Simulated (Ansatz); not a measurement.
**Geometry relaxation, with input and output: SiC (part 3 of 3)**

Continued. System: SiC (slab, 24 atoms in the cell). Method: DFT PBE+D3(BJ), scalar-relativistic, plane waves, PAW, no spin polarisation (Ansatz 0.2.0); cutoff 420 eV, 3×3×1 k-mesh, Gaussian smearing of 0.05 eV. The structure derives from an entry of the Crystallography Open Database. The input holds or restrains some coordinates. It belongs to a series of runs on one base structure; here: clean slab, lower planes held.

Geometry of the input (Å; fractional positions):
```
6.1500  0.0000  0.0000
-3.0750  5.3261  0.0000
0.0000  0.0000  21.6491
C  0.5000  0.0000  0.3695
C  0.5000  0.5000  0.3695
C  0.0000  0.0000  0.3695
C  -0.0000  0.5000  0.3695
Si 0.1667  0.8333  0.3985
Si 0.1667  0.3333  0.3985
Si 0.6667  0.8333  0.3985
Si 0.6667  0.3333  0.3985
C  0.6667  0.8333  0.4855
C  0.6667  0.3333  0.4855
C  0.1667  0.8333  0.4855
C  0.1667  0.3333  0.4855
Si 0.3333  0.6667  0.5145
Si 0.3333  0.1667  0.5145
Si 0.8333  0.6667  0.5145
Si 0.8333  0.1667  0.5145
C  0.8333  0.6667  0.6015
C  0.8333  0.1667  0.6015
C  0.3333  0.6667  0.6015
C  0.3333  0.1667  0.6015
Si 0.5000  0.5000  0.6305
Si 0.5000  0.0000  0.6305
Si -0.0000  0.5000  0.6305
Si 0.0000  0.0000  0.6305
```

Output, continued:
```
  k-point 2: bands = ["-14.8570", "-14.8570", "-14.8570", "-13.5295", "-13.5295", "-13.5295", "-12.3477", "-11.7980", "-11.3233", "-11.3233", "-11.3233", "-9.5745", "-8.8199", "-8.2673", "-7.3695", "-7.3695", "-7.3695", "-7.3090", "-6.3944", "-6.3944", "-6.3944", "-6.2837", "-6.1556", "-5.4673", "-5.4673", "-5.4673", "-4.9184", "-4.4273", "-4.4273", "-4.4273", "-4.2693", "-4.2693", "-4.2693", "-3.6545", "-3.5678", "-3.5678", "-3.5678", "-3.0710", "-2.8751", "-2.8751", "-2.8751", "-1.6495", "-1.6495", "-1.6495", "-0.3008", "0.0638", "0.0638", "0.0638", "0.4950", "0.4950", "0.4950", "0.5862", "3.6548", "3.8811", "3.8811", "3.8811", "3.9910", "4.6993", "4.7099", "4.7099", "4.7099", "5.2250", "5.2250", "5.2250", "5.9742", "5.9742", "5.9742", "6.5791", "6.5791", "6.5791", "7.0189", "7.0450"]
--- Relaxed structure (5 steps of the walk, 5 accepted, 0 SCFs on fresh bases) ---
  F+E_penalty+E_count = -10635.46299682 eV   max|allowed force component| = 2.738e-2 eV/Å
  atoms:
    - { symbol: C, position: [0.5, 0.0, 0.36952977380000007] }
    - { symbol: C, position: [0.5, 0.5, 0.36952977380000007] }
    - { symbol: C, position: [0.0, 0.0, 0.36952977380000007] }
    - { symbol: C, position: [0.0, 0.5, 0.36952977380000007] }
    - { symbol: Si, position: [0.16666666666666663, 0.8333333333333335, 0.39852315740000005] }
    - { symbol: Si, position: [0.16666666666666666, 0.33333333333333337, 0.39852315740000005] }
    - { symbol: Si, position: [0.6666666666666666, 0.8333333333333335, 0.39852315740000005] }
    - { symbol: Si, position: [0.6666666666666665, 0.33333333333333337, 0.39852315740000005] }
    - { symbol: C, position: [0.6666666666666666, 0.8333333333333335, 0.48550330820000004] }
    - { symbol: C, position: [0.6666666666666665, 0.33333333333333337, 0.48550330820000004] }
    - { symbol: C, position: [0.16666666666666663, 0.8333333333333335, 0.48550330820000004] }
    - { symbol: C, position: [0.16666666666666666, 0.33333333333333337, 0.48550330820000004] }
    - { symbol: Si, position: [0.3333333333333334, 0.6666666666666667, 0.5123910020580631] }
    - { symbol: Si, position: [0.33333333333333337, 0.16666666666666669, 0.5123910020580631] }
    - { symbol: Si, position: [0.8333333333333336, 0.6666666666666667, 0.5123910020580631] }
    - { symbol: Si, position: [0.8333333333333336, 0.16666666666666669, 0.5123910020580631] }
    - { symbol: C, position: [0.8333333333333336, 0.6666666666666667, 0.6032666932947234] }
    - { symbol: C, position: [0.8333333333333336, 0.16666666666666669, 0.6032666932947234] }
    - { symbol: C, position: [0.3333333333333334, 0.6666666666666667, 0.6032666932947234] }
    - { symbol: C, position: [0.33333333333333337, 0.16666666666666669, 0.6032666932947234] }
    - { symbol: Si, position: [0.5, 0.5, 0.6271878384585473] }
    - { symbol: Si, position: [0.5, -6.853655753521967e-34, 0.6271878384585473] }
    - { symbol: Si, position: [0.0, 0.5, 0.6271878384585473] }
    - { symbol: Si, position: [-1.4812725061210438e-18, 4.235573387229428e-34, 0.6271878384585473] }
```

Trajectory as extended XYZ (Å, eV, eV/Å), 5 frames, from step=1 to step=5:
```
24
Lattice="6.1500 0.0000 0.0000 -3.0750 5.3261 0.0000 0.0000 0.0000 21.6491" Properties=species:S:1:pos:R:3:forces:R:3 step=1 energy=-10635.19820
C     3.0750    0.0000    8.0000    0.0000   0.0000   2.1744
C     1.5375    2.6630    8.0000    0.0000   0.0000   2.1744
C     0.0000    0.0000    8.0000    0.0000   0.0000   2.1744
C    -1.5375    2.6630    8.0000    0.0000   0.0000   2.1744
Si   -1.5375    4.4384    8.6277    0.0000   0.0000  -2.9842
Si    0.0000    1.7754    8.6277    0.0000   0.0000  -2.9842
Si    1.5375    4.4384    8.6277    0.0000   0.0000  -2.9842
Si    3.0750    1.7754    8.6277    0.0000   0.0000  -2.9842
C     1.5375    4.4384   10.5107    0.0000   0.0000   1.2143
C     3.0750    1.7754   10.5107    0.0000   0.0000   1.2143
C    -1.5375    4.4384   10.5107    0.0000   0.0000   1.2143
C     0.0000    1.7754   10.5107    0.0000   0.0000   1.2143
Si    0.0000    3.5507   11.1384    0.0000   0.0000  -1.0253
Si    1.5375    0.8877   11.1384    0.0000   0.0000  -1.0253
Si    3.0750    3.5507   11.1384    0.0000   0.0000  -1.0253
Si    4.6125    0.8877   11.1384    0.0000   0.0000  -1.0253
C     3.0750    3.5507   13.0215    0.0000   0.0000   1.2432
C     4.6125    0.8877   13.0215    0.0000   0.0000   1.2432
C     0.0000    3.5507   13.0215    0.0000   0.0000   1.2432
C     1.5375    0.8877   13.0215    0.0000   0.0000   1.2432
Si    1.5375    2.6630   13.6491    0.0000   0.0000  -0.6228
Si    3.0750    0.0000   13.6491    0.0000   0.0000  -0.6228
Si   -1.5375    2.6630   13.6491    0.0000   0.0000  -0.6228
Si    0.0000    0.0000   13.6491    0.0000   0.0000  -0.6228
24
Lattice="6.1500 0.0000 0.0000 -3.0750 5.3261 0.0000 0.0000 0.0000 21.6491" Properties=species:S:1:pos:R:3:forces:R:3 step=2 energy=-10635.33166
C     3.0750    0.0000    8.0000    0.0000   0.0000   2.1695
C     1.5375    2.6630    8.0000    0.0000   0.0000   2.1695
C     0.0000    0.0000    8.0000    0.0000   0.0000   2.1695
C    -1.5375    2.6630    8.0000    0.0000   0.0000   2.1695
Si   -1.5375    4.4384    8.6277    0.0000   0.0000  -3.0772
Si    0.0000    1.7754    8.6277    0.0000   0.0000  -3.0772
Si    1.5375    4.4384    8.6277    0.0000   0.0000  -3.0772
Si    3.0750    1.7754    8.6277    0.0000   0.0000  -3.0772
C     1.5375    4.4384   10.5107    0.0000   0.0000   1.0912
C     3.0750    1.7754   10.5107    0.0000   0.0000   1.0912
C    -1.5375    4.4384   10.5107    0.0000   0.0000   1.0912
C     0.0000    1.7754   10.5107    0.0000   0.0000   1.0912
Si    0.0000    3.5507   11.1192    0.0000   0.0000  -0.6794
Si    1.5375    0.8877   11.1192    0.0000   0.0000  -0.6794
Si    3.0750    3.5507   11.1192    0.0000   0.0000  -0.6794
Si    4.6125    0.8877   11.1192    0.0000   0.0000  -0.6794
C     3.0750    3.5507   13.0219    0.0000   0.0000   0.8931
C     4.6125    0.8877   13.0219    0.0000   0.0000   0.8931
C     0.0000    3.5507   13.0219    0.0000   0.0000   0.8931
C     1.5375    0.8877   13.0219    0.0000   0.0000   0.8931
Si    1.5375    2.6630   13.6165    0.0000   0.0000  -0.3971
Si    3.0750    0.0000   13.6165    0.0000   0.0000  -0.3971
Si   -1.5375    2.6630   13.6165    0.0000   0.0000  -0.3971
Si    0.0000    0.0000   13.6165    0.0000   0.0000  -0.3971
24
Lattice="6.1500 0.0000 0.0000 -3.0750 5.3261 0.0000 0.0000 0.0000 21.6491" Properties=species:S:1:pos:R:3:forces:R:3 step=3 energy=-10635.44083
C     3.0750    0.0000    8.0000    0.0000   0.0000   2.1752
C     1.5375    2.6630    8.0000    0.0000   0.0000   2.1752
C     0.0000    0.0000    8.0000    0.0000   0.0000   2.1752
C    -1.5375    2.6630    8.0000    0.0000   0.0000   2.1752
Si   -1.5375    4.4384    8.6277    0.0000   0.0000  -3.2290
Si    0.0000    1.7754    8.6277    0.0000   0.0000  -3.2290
Si    1.5375    4.4384    8.6277    0.0000   0.0000  -3.2290
Si    3.0750    1.7754    8.6277    0.0000   0.0000  -3.2290
C     1.5375    4.4384   10.5107    0.0000   0.0000   1.2793
C     3.0750    1.7754   10.5107    0.0000   0.0000   1.2793
C    -1.5375    4.4384   10.5107    0.0000   0.0000   1.2793
C     0.0000    1.7754   10.5107    0.0000   0.0000   1.2793
Si    0.0000    3.5507   11.1061    0.0000   0.0000   0.0349
Si    1.5375    0.8877   11.1061    0.0000   0.0000   0.0349
Si    3.0750    3.5507   11.1061    0.0000   0.0000   0.0349
Si    4.6125    0.8877   11.1061    0.0000   0.0000   0.0349
C     3.0750    3.5507   13.0914    0.0000   0.0000  -0.0706
C     4.6125    0.8877   13.0914    0.0000   0.0000  -0.0706
C     0.0000    3.5507   13.0914    0.0000   0.0000  -0.0706
C     1.5375    0.8877   13.0914    0.0000   0.0000  -0.0706
Si    1.5375    2.6630   13.6259    0.0000   0.0000  -0.1921
Si    3.0750    0.0000   13.6259    0.0000   0.0000  -0.1921
Si   -1.5375    2.6630   13.6259    0.0000   0.0000  -0.1921
Si    0.0000    0.0000   13.6259    0.0000   0.0000  -0.1921
24
Lattice="6.1500 0.0000 0.0000 -3.0750 5.3261 0.0000 0.0000 0.0000 21.6491" Properties=species:S:1:pos:R:3:forces:R:3 step=4 energy=-10635.46300
C     3.0750    0.0000    8.0000    0.0000   0.0000   2.1703
C     1.5375    2.6630    8.0000    0.0000   0.0000   2.1703
C     0.0000    0.0000    8.0000    0.0000   0.0000   2.1703
C    -1.5375    2.6630    8.0000    0.0000   0.0000   2.1703
Si   -1.5375    4.4384    8.6277    0.0000   0.0000  -3.2469
Si    0.0000    1.7754    8.6277    0.0000   0.0000  -3.2469
Si    1.5375    4.4384    8.6277    0.0000   0.0000  -3.2469
Si    3.0750    1.7754    8.6277    0.0000   0.0000  -3.2469
C     1.5375    4.4384   10.5107    0.0000   0.0000   1.0780
C     3.0750    1.7754   10.5107    0.0000   0.0000   1.0780
C    -1.5375    4.4384   10.5107    0.0000   0.0000   1.0780
C     0.0000    1.7754   10.5107    0.0000   0.0000   1.0780
Si    0.0000    3.5507   11.0928    0.0000   0.0000  -0.0120
Si    1.5375    0.8877   11.0928    0.0000   0.0000  -0.0120
Si    3.0750    3.5507   11.0928    0.0000   0.0000  -0.0120
Si    4.6125    0.8877   11.0928    0.0000   0.0000  -0.0120
C     3.0750    3.5507   13.0602    0.0000   0.0000   0.0274
C     4.6125    0.8877   13.0602    0.0000   0.0000   0.0274
C     0.0000    3.5507   13.0602    0.0000   0.0000   0.0274
C     1.5375    0.8877   13.0602    0.0000   0.0000   0.0274
Si    1.5375    2.6630   13.5781    0.0000   0.0000  -0.0168
Si    3.0750    0.0000   13.5781    0.0000   0.0000  -0.0168
Si   -1.5375    2.6630   13.5781    0.0000   0.0000  -0.0168
Si    0.0000    0.0000   13.5781    0.0000   0.0000  -0.0168
24
Lattice="6.1500 0.0000 0.0000 -3.0750 5.3261 0.0000 0.0000 0.0000 21.6491" Properties=species:S:1:pos:R:3:forces:R:3 step=5 energy=-10635.46300
C     3.0750    0.0000    8.0000    0.0000   0.0000   2.1703
C     1.5375    2.6630    8.0000    0.0000   0.0000   2.1703
C     0.0000    0.0000    8.0000    0.0000   0.0000   2.1703
C    -1.5375    2.6630    8.0000    0.0000   0.0000   2.1703
Si   -1.5375    4.4384    8.6277    0.0000   0.0000  -3.2469
Si    0.0000    1.7754    8.6277    0.0000   0.0000  -3.2469
Si    1.5375    4.4384    8.6277    0.0000   0.0000  -3.2469
Si    3.0750    1.7754    8.6277    0.0000   0.0000  -3.2469
C     1.5375    4.4384   10.5107    0.0000   0.0000   1.0780
C     3.0750    1.7754   10.5107    0.0000   0.0000   1.0780
C    -1.5375    4.4384   10.5107    0.0000   0.0000   1.0780
C     0.0000    1.7754   10.5107    0.0000   0.0000   1.0780
Si    0.0000    3.5507   11.0928    0.0000   0.0000  -0.0120
Si    1.5375    0.8877   11.0928    0.0000   0.0000  -0.0120
Si    3.0750    3.5507   11.0928    0.0000   0.0000  -0.0120
Si    4.6125    0.8877   11.0928    0.0000   0.0000  -0.0120
C     3.0750    3.5507   13.0602    0.0000   0.0000   0.0274
C     4.6125    0.8877   13.0602    0.0000   0.0000   0.0274
C     0.0000    3.5507   13.0602    0.0000   0.0000   0.0274
C     1.5375    0.8877   13.0602    0.0000   0.0000   0.0274
Si    1.5375    2.6630   13.5781    0.0000   0.0000  -0.0167
Si    3.0750    0.0000   13.5781    0.0000   0.0000  -0.0167
Si   -1.5375    2.6630   13.5781    0.0000   0.0000  -0.0167
Si    0.0000    0.0000   13.5781    0.0000   0.0000  -0.0167
```

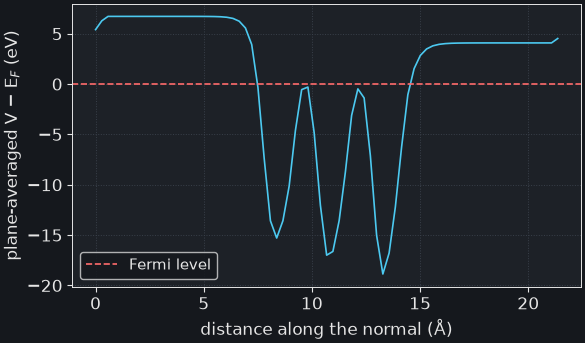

*Plane average of the electrostatic potential energy of an electron across the cell, from the Fermi level.*

The vacuum level lies 4.09 eV above the Fermi level on the upper side and 6.72 eV on the lower.

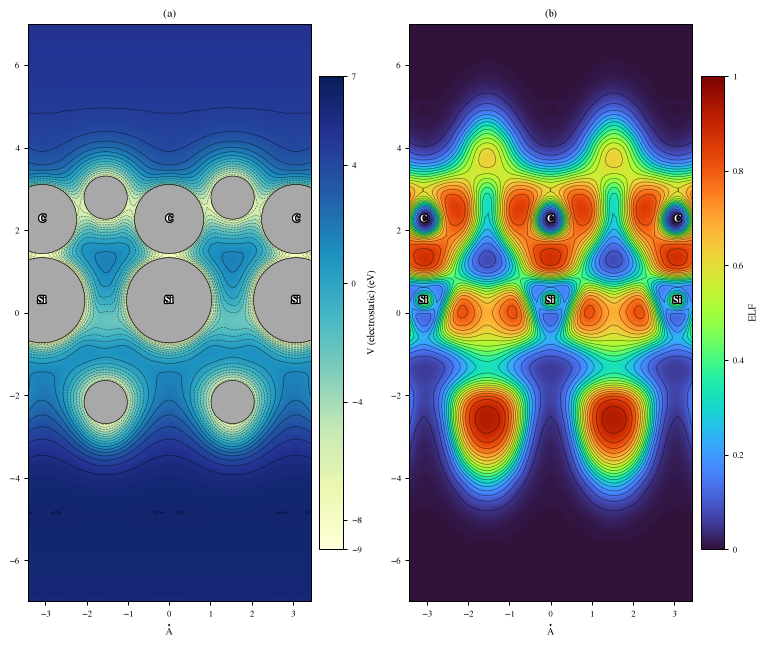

*(a) electrostatic potential energy of an electron; (b) electron localisation function on the (100) plane of the calculation cell, a cut from vacuum to vacuum. Grey discs, where drawn, cover atomic cores.*

The plane passes through Si and C nuclei. Si–C (1.97 Å): the ELF peaks at about 0.90 between the atoms, as expected for localised, shared-pair bonding. The fields are those of the smooth PAW valence density.

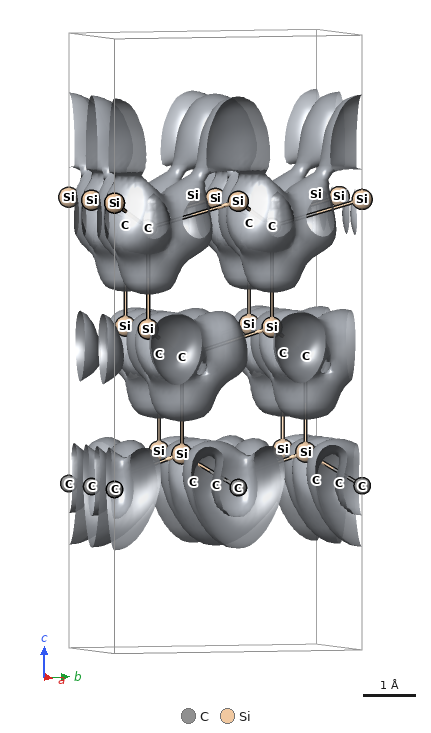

*Isosurface of the ELF at 0.7 (grey), seen at an oblique angle. Core shells and regions of very low density are left out. Sticks mark near contacts.*

Counts are for one cell; the picture repeats the cell along the surface.  Values along the shortest contacts:

Summary:

- outcome: converged under the restraints of the input
- electrons treated: 96
- free energy: −10635.4630 eV
- work function, top face: 4.09 eV
- work function, bottom face: 6.72 eV
- Fermi energy: 0.119 eV
- gap on the k-point mesh: none (metallic)
- final volume: 709.12 Å³
- work function (upper face): 4.09 eV
- largest force (length of the vector) at the end, held atoms and coordinates included: 3.247 eV/Å
- wall time: 58 s (CPU time 1.9 min)
- peak memory: 0.94 GiB

Warnings of the run: the exchange-correlation potential is rough where the density is thin.
